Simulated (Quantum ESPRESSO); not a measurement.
**Relaxation of cell and atoms of MoH4 (part 1 of 2)**

System: MoH4 (I-43m, 5 atoms in the cell).
Method: Kohn-Sham DFT of a periodic cell, BP86, GBRV 1.5 PBEsol, no spin polarisation (Quantum ESPRESSO 7.5).

The structure was made by swapping elements on the sites of another compound; it need not be a known phase.

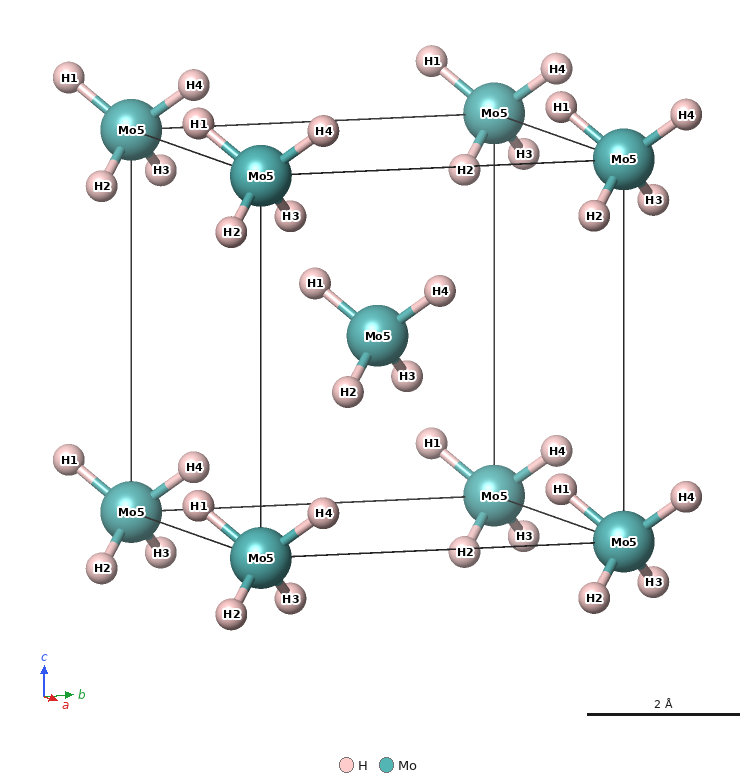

Fig. 1: The input geometry (ball-and-stick view of the cell 2 times as large as that of the calculation, set on its symmetry axes, seen slightly off an axis; atoms are numbered from 1 in the order of the input). An atom can appear more than once, as a periodic image.

**Input**
```
&CONTROL
  calculation = 'vc-relax'
  prefix = 'pwscf'
  outdir = './tmp'
  pseudo_dir = './pseudo'
  tprnfor = .true.
  tstress = .true.
  disk_io = 'low'
  nstep = 40
  forc_conv_thr = 0.0004
  etot_conv_thr = 1d-05
/
&SYSTEM
  ibrav = 0
  nat = 5
  ntyp = 2
  ecutwfc = 58
  ecutrho = 468
  nbnd = 15
  input_dft = 'bp'
  occupations = 'smearing'
  smearing = 'mv'
  degauss = 0.00073499
/
&ELECTRONS
  conv_thr = 1d-09
  electron_maxstep = 120
  mixing_beta = 0.5
  mixing_mode = 'TF'
/
&IONS
  ion_dynamics = 'bfgs'
/
&CELL
  cell_dynamics = 'bfgs'
  press = 0
  press_conv_thr = 0.3
/
ATOMIC_SPECIES
H      1.0080 h_pbesol_v1.4.uspp.F.UPF
Mo    95.9500 mo_pbesol_v1.uspp.F.UPF
CELL_PARAMETERS angstrom
  -2.5371941600    2.5371941600    2.5371941600
   2.5371941600   -2.5371941600    2.5371941600
   2.5371941600    2.5371941600   -2.5371941600
ATOMIC_POSITIONS crystal
H      0.0000000000    0.0000000000    0.7463128600
H      0.7463128600    0.0000000000    0.0000000000
H      0.0000000000    0.7463128600    0.0000000000
H      0.2536871400    0.2536871400    0.2536871400
Mo     0.0000000000    0.0000000000    0.0000000000
K_POINTS automatic
8 8 8 0 0 0
```

Machine: 1 thread of AMD EPYC (Zen 5), 16 GiB of memory available, shared host.

Launched with:
```bash
OMP_NUM_THREADS=1 pw.x -in pw.in > pw.out
```

**What the program printed**
```
This program is part of the open-source Quantum ESPRESSO suite
     for quantum simulation of materials; please cite
         "P. Giannozzi et al., J. Phys.:Condens. Matter 21 395502 (2009);
         "P. Giannozzi et al., J. Phys.:Condens. Matter 29 465901 (2017);
         "P. Giannozzi et al., J. Chem. Phys. 152 154105 (2020);
          URL
     in publications or presentations arising from this work. More details at

     IMPORTANT: XC functional enforced from input :
     Exchange-correlation= BP
                           (   1   1   1   1   0   0   0)
     Any further DFT definition will be discarded
     Please, verify this is what you really want

     Message from routine setup:
     using ibrav=0 with symmetry is DISCOURAGED, use correct ibrav instead

     G-vector sticks info
     --------------------
     sticks:   dense  smooth     PW     G-vecs:    dense   smooth      PW
     Sum        2415    1199    399                75397    26227    5017

     Using Slab Decomposition

     bravais-lattice index     =            0
     lattice parameter (alat)  =       8.3045  a.u.
     unit-cell volume          =     440.8773 (a.u.)^3
     number of atoms/cell      =            5
     number of atomic types    =            2
     number of electrons       =        18.00
     number of Kohn-Sham states=           15
     kinetic-energy cutoff     =      58.0000  Ry
     charge density cutoff     =     468.0000  Ry
     scf convergence threshold =      1.0E-09
     mixing beta               =       0.5000
     number of iterations used =            8  TF        mixing
     energy convergence thresh.=      1.0E-05
     force convergence thresh. =      4.0E-04
     press convergence thresh. =      3.0E-01
     Exchange-correlation= BP
                           (   1   1   1   1   0   0   0)
     nstep                     =           40

     celldm(1)=   8.304494  celldm(2)=   0.000000  celldm(3)=   0.000000
     celldm(4)=   0.000000  celldm(5)=   0.000000  celldm(6)=   0.000000

     crystal axes: (cart. coord. in units of alat)
               a(1) = (  -0.577350   0.577350   0.577350 )
               a(2) = (   0.577350  -0.577350   0.577350 )
               a(3) = (   0.577350   0.577350  -0.577350 )

     reciprocal axes: (cart. coord. in units 2 pi/alat)
               b(1) = ( -0.000000  0.866025  0.866025 )
               b(2) = (  0.866025 -0.000000  0.866025 )
               b(3) = (  0.866025  0.866025  0.000000 )

     PseudoPot. # 1 for H  read from file:
     h_pbesol_v1.4.uspp.F.UPF
     Pseudo is Ultrasoft, Zval =  1.0
     Generated by new atomic code, or converted to UPF format
     Using radial grid of  615 points,  2 beta functions with:
                l(1) =   0
                l(2) =   0
     Q(r) pseudized with  8 coefficients,  rinner =    0.700

     PseudoPot. # 2 for Mo read from file:
     mo_pbesol_v1.uspp.F.UPF
     Pseudo is Ultrasoft + core correction, Zval = 14.0
     Generated by new atomic code, or converted to UPF format
     Using radial grid of  889 points,  6 beta functions with:
                l(1) =   0
                l(2) =   0
                l(3) =   1
                l(4) =   1
                l(5) =   2
                l(6) =   2
     Q(r) pseudized with  6 coefficients,  rinner =    1.000   1.000   1.000
                                                       1.000   1.000

     atomic species   valence    mass     pseudopotential
     H                 1.00     1.00800     H ( 1.00)
     Mo               14.00    95.95000     Mo( 1.00)

     24 Sym. Ops. (no inversion) found

   Cartesian axes

     site n.     atom                  positions (alat units)
         1        H      tau(   1) = (   0.4308839   0.4308839  -0.4308839  )
         2        H      tau(   2) = (  -0.4308839   0.4308839   0.4308839  )
         3        H      tau(   3) = (   0.4308839  -0.4308839   0.4308839  )
         4        H      tau(   4) = (   0.1464663   0.1464663   0.1464663  )
         5        Mo     tau(   5) = (   0.0000000   0.0000000   0.0000000  )

     number of k points=    29  Marzari-Vanderbilt smearing, width (Ry)=  0.0007
                       cart. coord. in units 2pi/alat
        k(    1) = (   0.0000000   0.0000000   0.0000000), wk =   0.0039062
        k(    2) = (   0.1082532   0.1082532   0.0000000), wk =   0.0468750
        k(    3) = (   0.2165064   0.2165064   0.0000000), wk =   0.0468750
        k(    4) = (   0.3247595   0.3247595   0.0000000), wk =   0.0468750
        k(    5) = (  -0.4330127  -0.4330127   0.0000000), wk =   0.0234375
        k(    6) = (   0.2165064   0.1082532   0.1082532), wk =   0.0937500
        k(    7) = (   0.3247595   0.2165064   0.1082532), wk =   0.1875000
        k(    8) = (   0.4330127   0.3247595   0.1082532), wk =   0.1875000
        k(    9) = (   0.4330127   0.2165064   0.2165064), wk =   0.0937500
        k(   10) = (   0.5412659   0.3247595   0.2165064), wk =   0.0937500
        k(   11) = (   0.2165064   0.2165064   0.2165064), wk =   0.0312500
        k(   12) = (   0.3247595   0.3247595   0.2165064), wk =   0.0937500
        k(   13) = (   0.4330127   0.4330127   0.2165064), wk =   0.0468750
        k(   14) = (   0.0000000   0.0000000   0.2165064), wk =   0.0234375
        k(   15) = (   0.4330127   0.3247595   0.3247595), wk =   0.0937500
        k(   16) = (   0.0000000  -0.1082532   0.3247595), wk =   0.0937500
        k(   17) = (  -0.0000000  -0.2165064   0.4330127), wk =   0.0937500
        k(   18) = (   0.1082532  -0.1082532   0.4330127), wk =   0.0937500
        k(   19) = (  -0.8660254  -0.3247595  -0.3247595), wk =   0.0468750
        k(   20) = (  -0.7577722  -0.2165064  -0.3247595), wk =   0.1875000
        k(   21) = (  -0.6495191  -0.2165064  -0.2165064), wk =   0.0312500
        k(   22) = (   0.4330127   0.4330127   0.4330127), wk =   0.0078125
        k(   23) = (   0.0000000   0.0000000   0.4330127), wk =   0.0234375
        k(   24) = (  -0.0000000  -0.1082532   0.5412659), wk =   0.0937500
        k(   25) = (  -0.8660254  -0.2165064  -0.2165064), wk =   0.0468750
        k(   26) = (  -0.7577722  -0.1082532  -0.2165064), wk =   0.0937500
        k(   27) = (  -0.0000000  -0.0000000   0.6495191), wk =   0.0234375
        k(   28) = (  -0.8660254  -0.1082532  -0.1082532), wk =   0.0468750
        k(   29) = (  -0.8660254  -0.8660254  -0.8660254), wk =   0.0039062

     Dense  grid:    75397 G-vectors     FFT dimensions: (  60,  60,  60)

     Smooth grid:    26227 G-vectors     FFT dimensions: (  45,  45,  45)

     Initial potential from superposition of free atoms

     starting charge      17.9990, renormalised to      18.0000
     Starting wfcs are   17 randomized atomic wfcs

     Self-consistent Calculation

     iteration #  1     ecut=    58.00 Ry     beta= 0.50
     Davidson diagonalization with overlap
     ethr =  1.00E-02,  avg # of iterations =  4.6

     total energy              =    -142.42258023 Ry
     estimated scf accuracy    <       1.09825245 Ry

     iteration #  2     ecut=    58.00 Ry     beta= 0.50
     Davidson diagonalization with overlap
     ethr =  6.10E-03,  avg # of iterations =  1.1

     total energy              =    -142.26824824 Ry
     estimated scf accuracy    <       0.35861324 Ry

     iteration #  3     ecut=    58.00 Ry     beta= 0.50
     Davidson diagonalization with overlap
     ethr =  1.99E-03,  avg # of iterations =  2.9

     total energy              =    -142.32510840 Ry
     estimated scf accuracy    <       0.01903730 Ry

     iteration #  4     ecut=    58.00 Ry     beta= 0.50
     Davidson diagonalization with overlap
     ethr =  1.06E-04,  avg # of iterations =  4.7

     total energy              =    -142.32693949 Ry
     estimated scf accuracy    <       0.01229912 Ry

     iteration #  5     ecut=    58.00 Ry     beta= 0.50
     Davidson diagonalization with overlap
     ethr =  6.83E-05,  avg # of iterations =  1.6

     total energy              =    -142.32766295 Ry
     estimated scf accuracy    <       0.00316342 Ry

     iteration #  6     ecut=    58.00 Ry     beta= 0.50
     Davidson diagonalization with overlap
     ethr =  1.76E-05,  avg # of iterations =  2.5

     total energy              =    -142.32822301 Ry
     estimated scf accuracy    <       0.00019925 Ry

     iteration #  7     ecut=    58.00 Ry     beta= 0.50
     Davidson diagonalization with overlap
     ethr =  1.11E-06,  avg # of iterations =  3.4

     total energy              =    -142.32830297 Ry
     estimated scf accuracy    <       0.00004751 Ry

     iteration #  8     ecut=    58.00 Ry     beta= 0.50
     Davidson diagonalization with overlap
     ethr =  2.64E-07,  avg # of iterations =  2.0

     total energy              =    -142.32832165 Ry
     estimated scf accuracy    <       0.00001265 Ry

     iteration #  9     ecut=    58.00 Ry     beta= 0.50
     Davidson diagonalization with overlap
     ethr =  7.03E-08,  avg # of iterations =  1.0

     total energy              =    -142.32832111 Ry
     estimated scf accuracy    <       0.00000299 Ry

     iteration # 10     ecut=    58.00 Ry     beta= 0.50
     Davidson diagonalization with overlap
     ethr =  1.66E-08,  avg # of iterations =  2.0

     total energy              =    -142.32832291 Ry
     estimated scf accuracy    <       0.00000043 Ry

[... 231 further cycles ...]
     iteration #  5     ecut=    58.00 Ry     beta= 0.50
     Davidson diagonalization with overlap
     ethr =  4.29E-05,  avg # of iterations =  1.1

     total energy              =    -144.09582841 Ry
     estimated scf accuracy    <       0.00061566 Ry

     iteration #  6     ecut=    58.00 Ry     beta= 0.50
     Davidson diagonalization with overlap
     ethr =  3.42E-06,  avg # of iterations =  1.8

     total energy              =    -144.09594211 Ry
     estimated scf accuracy    <       0.00033836 Ry

     iteration #  7     ecut=    58.00 Ry     beta= 0.50
     Davidson diagonalization with overlap
     ethr =  1.88E-06,  avg # of iterations =  1.2

     total energy              =    -144.09599322 Ry
     estimated scf accuracy    <       0.00003160 Ry

     iteration #  8     ecut=    58.00 Ry     beta= 0.50
     Davidson diagonalization with overlap
     ethr =  1.76E-07,  avg # of iterations =  1.1

     total energy              =    -144.09598294 Ry
     estimated scf accuracy    <       0.00005378 Ry

     iteration #  9     ecut=    58.00 Ry     beta= 0.50
     Davidson diagonalization with overlap
     ethr =  1.76E-07,  avg # of iterations =  1.1

     total energy              =    -144.09598806 Ry
     estimated scf accuracy    <       0.00000021 Ry

     iteration # 10     ecut=    58.00 Ry     beta= 0.50
     Davidson diagonalization with overlap
     ethr =  1.15E-09,  avg # of iterations =  1.9

     total energy              =    -144.09598798 Ry
     estimated scf accuracy    <       0.00000040 Ry

     iteration # 11     ecut=    58.00 Ry     beta= 0.50
     Davidson diagonalization with overlap
     ethr =  1.15E-09,  avg # of iterations =  1.3

     total energy              =    -144.09598804 Ry
     estimated scf accuracy    <       0.00000014 Ry

     iteration # 12     ecut=    58.00 Ry     beta= 0.50
     Davidson diagonalization with overlap
     ethr =  7.99E-10,  avg # of iterations =  1.0

     total energy              =    -144.09598805 Ry
     estimated scf accuracy    <          2.2E-10 Ry
```
